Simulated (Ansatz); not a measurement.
## A series of single points on TaN

System: TaN (2 atoms in the cell).
Method: DFT PBEsol, scalar-relativistic, plane waves, PAW, no spin polarisation (Ansatz 0.2.0).

The 5 runs differ only in the geometry, by a strain of the cell at fixed fractional positions. Against run 3, the strain is εyy = −0.02 η, εyz = η and εzz = −0.02 η. The structure derives from an entry of the Crystallography Open Database.

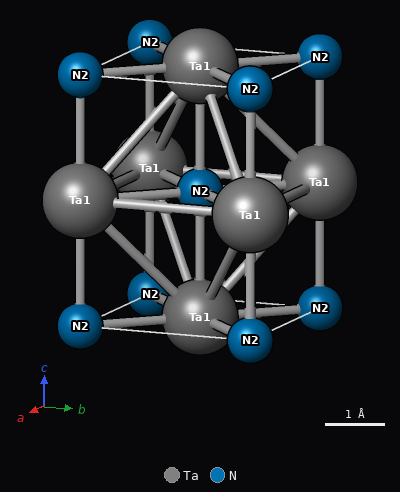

Figure 1. The structure of run 3 (ball-and-stick view of the cell 2 times as large as that of the calculation, set on its symmetry axes, seen slightly off an axis; atoms are numbered from 1 in the order of the input).

**Input of run 3**
```yaml
crystal:
  lattice:
    - [0.0, 2.2288667937, 2.2288667937]
    - [2.1878447055, 0.0410220882, 2.1878447055]
    - [2.1878447055, 2.1878447055, 0.0410220882]
  atoms:
    - { symbol: Ta, position: [0.5, 0.5, 0.5] }
    - { symbol: "N", position: [0.0, 0.0, 0.0] }
basis:
  ecutwfc: 420
kpoints:
  mp_grid: { grid: [24, 24, 24] }
hamiltonian:
  xc: pbesol
scf:
  occupations: { method: gaussian, width: 0.15 }
output:
  forces: true
  stress: true
  eigenvalues: true
```

Command:
```bash
ansatz run input.yaml --threads 1 --pin off --max-ram 2560MiB --backend cpu --events-out ev --progress --plain --runs-dir out
```

Lattice vectors (Å) and fractional positions of run 3:
```
   0.000000    2.228867    2.228867
   2.187845    0.041022    2.187845
   2.187845    2.187845    0.041022
Ta  0.500000  0.500000  0.500000
N   0.000000  0.000000  0.000000
```

Run 2 differs from it as follows:
```diff
-    - [0.0, 2.2288667937, 2.2288667937]
-    - [2.1878447055, 0.0410220882, 2.1878447055]
-    - [2.1878447055, 2.1878447055, 0.0410220882]
+    - [0.0, 2.105800529, 2.105800529]
+    - [2.1878447055, -0.0820441765, 2.1878447055]
+    - [2.1878447055, 2.1878447055, -0.0820441765]
```

**Results, with one run withheld**

| run | strain parameter η (%) | free energy per atom, from the lowest run given (meV) | pressure (GPa) |
| --- | --- | --- | --- |
| 1 | −9.3783 | 42.43 | 2.79 |
| 2 | −5.6270 | ? | ? |
| 3 | 0.0000 | 0.00 | 0.19 |
| 4 | 2.8110 | 16.17 | 1.12 |
| 5 | 3.7513 | 24.20 | 1.60 |

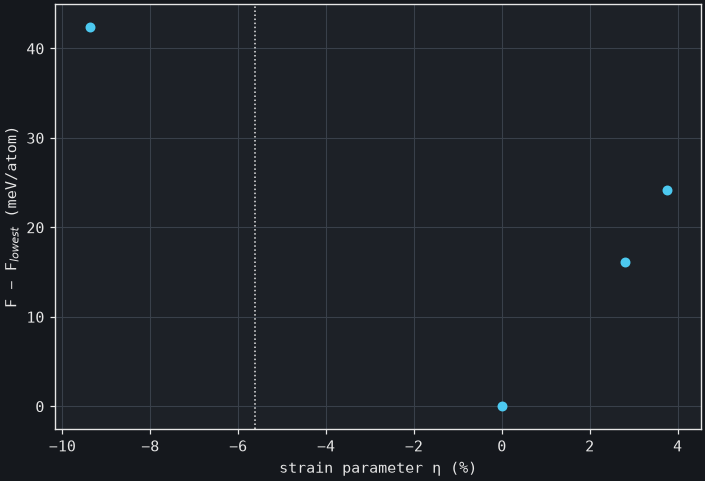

Figure 2. Free energy per atom of the runs given; the dotted line marks run 2.

What should run 2 give?

A quadratic polynomial in the coordinate, fitted to the 4 runs given, misses them by at most 0.15 meV per atom. With x = η + 0.7040, it reads F = −1.8778 + 2.1498 x + 0.83665 x² (meV per atom). At run 2 it gives 7.82 meV per atom, and the run itself gives 9.39. The fit has its minimum at η = −1.9888 %. So low a polynomial doesn't follow these energies more closely.

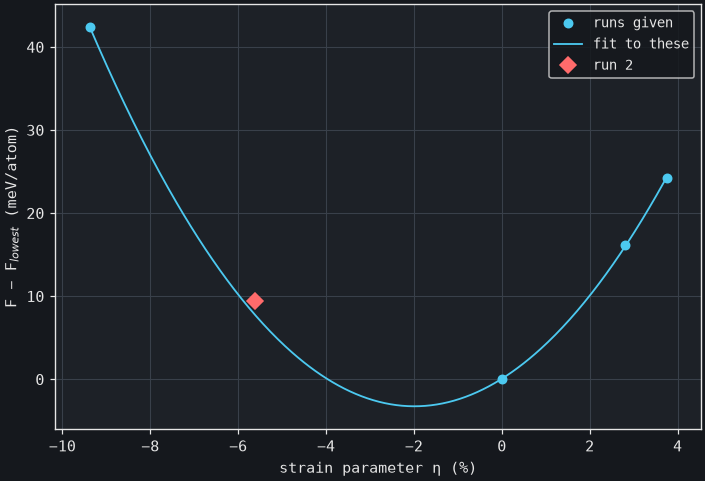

Figure 3. The fit and the withheld run.

**Output, shortened to warnings, some set-up lines, iterations and results (run 2)**
```
Basis set: ecut = 420 eV, 411 PW (Γ), exchange–correlation on 40×48×48 points (8 copies of the dense FFT grid, shifted against one another)
Symmetry: 8 space group operations
k-points: 1963 of 13824
Initial density: superposition of atomic densities (neutral atoms: chi_scale 0, normalization atom), corrected by the library's trained network
[...]
SCF iter   1: F=—  HF=-10187.049074 eV  |F-HF|=—  |Δ(HF+E_count)|=         —  Δρ=1.35e-2  dr2=3.85e-2  ethr=1.77e-3  ⟨swp⟩=5.2  Hψ=297091  notcnv=0  defer=710
SCF iter   2: F=—  HF=-10187.043588 eV  |F-HF|=—  |Δ(HF+E_count)|=   5.49e-3  Δρ=8.79e-3  dr2=1.78e-2  ethr=2.14e-4  ⟨swp⟩=1.0  Hψ=49075  notcnv=0  defer=710
SCF iter   3: F=—  HF=-10187.039311 eV  |F-HF|=—  |Δ(HF+E_count)|=   4.28e-3  Δρ=8.38e-4  dr2=1.06e-4  ethr=9.87e-5  ⟨swp⟩=2.0  Hψ=34880  notcnv=0  defer=710
SCF iter   4: F=—  HF=-10187.039252 eV  |F-HF|=—  |Δ(HF+E_count)|=   5.85e-5  Δρ=1.06e-4  dr2=2.77e-6  ethr=5.89e-7  ⟨swp⟩=2.3  Hψ=44370  notcnv=0  defer=710
SCF iter   5: F=—  HF=-10187.039249 eV  |F-HF|=—  |Δ(HF+E_count)|=   2.88e-6  Δρ=1.46e-5  dr2=1.54e-8  ethr=1.54e-8  ⟨swp⟩=2.6  Hψ=43556  notcnv=0  defer=710
SCF iter   6: F=-10187.039249 eV  HF=-10187.039249 eV  |F-HF|=2.31e-10  |Δ(HF+E_count)|=   3.98e-9  Δρ=1.95e-6  dr2=1.58e-10  ethr=8.53e-11  ⟨swp⟩=5.7  Hψ=140303  notcnv=0
SCF 1 converged in 6 iterations: F = -10187.039249 eV  dr2 = 1.58e-10
SCF converged after 6 iterations
Free energy (F): -10187.039249 eV
Harris-Foulkes:  -10187.039249 eV  (|F-HF|=2.31e-10)
Internal energy: -10187.029868 eV  (E = F + TS)
E sigma→0 (E₀):  -10187.034558 eV
Entropy (-TS):   -0.009381 eV (-4.691 meV/atom)
Fermi energy:    21.867868 eV
--- Per-component energies (eV) ---
  E_band       = -40.308802
  E_kinetic    = 501.694817
  E_local      = -573.326845  (includes V_loc(G=0)·N_el)
  E_nonlocal   = 63.010623
  E_hartree    = 192.952847
  E_xc         = -278.453170
  E_vxc        = -282.416343  (∫ρ·V_xc dr)
  E_paw        = -8395.610077  (= ΣΔE_a)
  E_vpaw       = -135.176964  (= ΣTr[D̂ρ^β])
  E_aug_tail   = 0.000222  (compensation charges beyond the density's cutoff)
  E_ewald      = -1697.540030
  E_core_change = 0.241745  (= ΣΔE_core)
  E_smearing   = -0.009381  (= −TS)
  E_closure    = 0.000000  (closes the sum)
  Σ components = -10187.039249   (vs F -10187.039249, Δ=0.00e0)
--- Forces (eV/Å), atoms counted from 1 ---
  atom   1  Ta     0.00000000    -0.00000000     0.00000000
  atom   2  N     -0.00000000     0.00000000     0.00000000
  max |Σ_I F_I| component: 3.00e-29 eV/Å
--- Stress (GPa, compression-positive) ---
       -0.971498       0.000000      -0.000000
        0.000000       1.577223       4.933814
       -0.000000       4.933814       1.577223
  P = ⅓ Tr σ = 0.7276 GPa (7.276 kbar)
```

Notes: Spin–orbit coupling is left out, which matters for Ta.
